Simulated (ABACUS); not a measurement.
## MnS: 7 runs along one coordinate

System: MnS (2 atoms in the cell).
Method: Kohn-Sham DFT of a periodic cell, PBE, PseudoDojo NC SR 0.4.1 PBE standard, spin-polarised (ABACUS 3.10.1).

The 7 runs differ only in the geometry, by an even scaling of the cell at fixed fractional positions. The structure derives from an entry of the Crystallography Open Database.

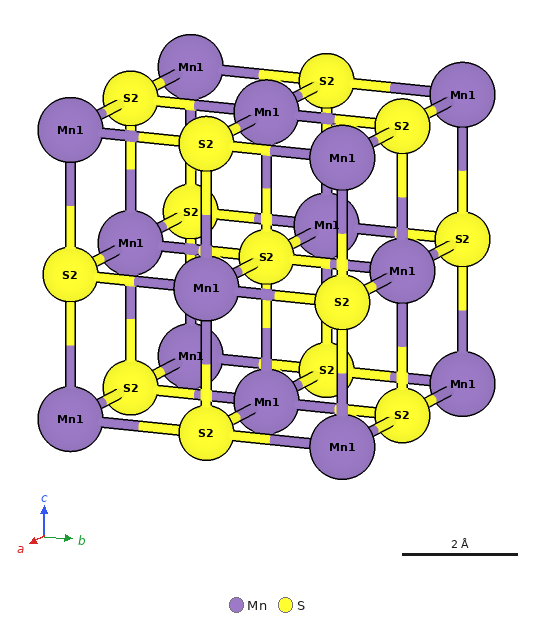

Figure 1. The structure of run 4 (ball-and-stick view of the cell 4 times as large as that of the calculation, set on its symmetry axes, seen slightly off an axis; atoms are numbered from 1 in the order of the input).

### The input of run 4
```
INPUT_PARAMETERS
suffix              MnS
calculation         scf
basis_type          lcao
pseudo_dir          ./
orbital_dir         ./
symmetry            1
dft_functional      pbe
ecutwfc             100
pseudo_rcut         10
nspin               2
nbands              17
ks_solver           genelpa
smearing_method     fd
smearing_sigma      0.00367493
scf_thr             1e-07
scf_nmax            100
mixing_type         broyden
mixing_beta         0.4
cal_force           1
cal_stress          1
out_mul             1
out_chg             1
out_pot             2
out_elf             1
```

### File STRU of run 4
```
ATOMIC_SPECIES
Mn 54.9380 Mn.upf
S 32.0600 S.upf

NUMERICAL_ORBITAL
Mn_confined-atom_7au_3s2p2d1f.orb
S_confined-atom_7au_2s2p1d.orb

LATTICE_CONSTANT
1.8897261246

LATTICE_VECTORS
0.0000000000 2.6045000000 2.6045000000
2.6045000000 0.0000000000 2.6045000000
2.6045000000 2.6045000000 0.0000000000

ATOMIC_POSITIONS
Direct

Mn
0.0
1
0.0000000000 0.0000000000 0.0000000000 1 1 1 mag 4

S
0.0
1
0.5000000000 0.5000000000 0.5000000000 1 1 1 mag 0
```

### File KPT of run 4
```
K_POINTS
0
Gamma
9 9 9 0 0 0
```

Command:
```bash
OMP_NUM_THREADS=1 mpirun -np 4 abacus > log
```

Run 5 differs from it as follows:
```diff
-out_chg             1
-out_pot             2
-out_elf             1
-0.0000000000 2.6045000000 2.6045000000
-2.6045000000 0.0000000000 2.6045000000
-2.6045000000 2.6045000000 0.0000000000
+0.0000000000 2.6217488470 2.6217488470
+2.6217488470 0.0000000000 2.6217488470
+2.6217488470 2.6217488470 0.0000000000
```

### Results, with one run withheld

```tsv
run	volume per atom (Å³)	free energy per atom, from the lowest run given (meV)	pressure (GPa)
1	16.607	4.66	2.43
2	16.961	0.83	1.04
3	17.314	0.00	−0.28
4	17.667	1.92	−1.47
5	18.021	?	?
6	18.374	13.24	−3.61
7	18.727	22.38	−4.58
```

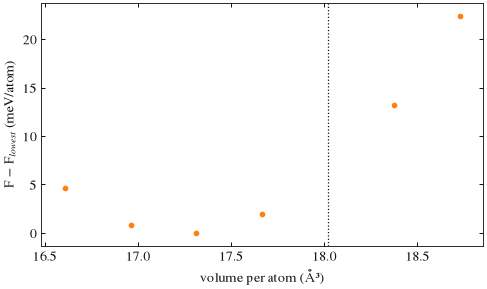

Figure 2. Free energy per atom of the runs given; the dotted line marks run 5.

What should run 5 give?

A cubic polynomial in V^(−2/3) (the Birch–Murnaghan form), fitted to the 6 runs given, misses them by at most 0.02 meV per atom. With x = V^(−2/3) − 0.14789 Å⁻², it reads F = 1.2079 − 1312.8 x + 3.4416e+05 x² − 1.8818e+06 x³ (meV per atom). At run 5 it gives 6.39 meV per atom, and the run itself gives 6.45. The slope of the fit gives a pressure −dF/dV of −2.59 GPa there, and the run prints −2.58 GPa. The fit has its minimum at 17.243 Å³ per atom, where V d²F/dV² gives 61.8 GPa: the bulk modulus at this level, since symmetry fixes the shape and the positions.

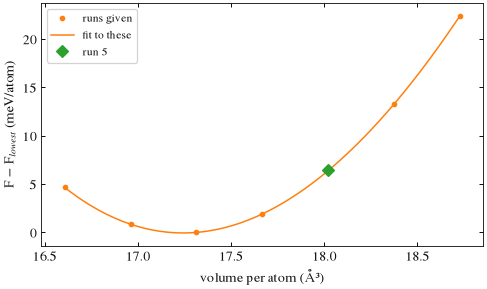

Figure 3. The fit and the withheld run.

### Some lines of the output (run 5)
```
[...]
 E_Fermi        0.7416755309         10.0910132874
 E_Fermi        0.7419164694         10.0942914238
 E_Fermi        0.7419709815         10.0950330996
 E_Fermi        0.7419945772         10.0953541355
 E_Fermi        0.7420118471         10.0955891042
 E_Fermi        0.7420126657         10.0956002420
 E_Fermi        0.7420132213         10.0956078012
 E_Fermi        0.7420132419         10.0956080813
 E_KS(sigma->0) -239.9803946545      -3265.1007755900
 E_Fermi        0.7420134979         10.0956115642
 final etot is -3265.103452 eV
 EFERMI = 10.095611564 eV
 TOTAL-PRESSURE: -25.802886 KBAR
 !FINAL_ETOT_IS -3265.1034520165853792 eV
```

Notes: Points of doubt noted for this run: home made orbitals.
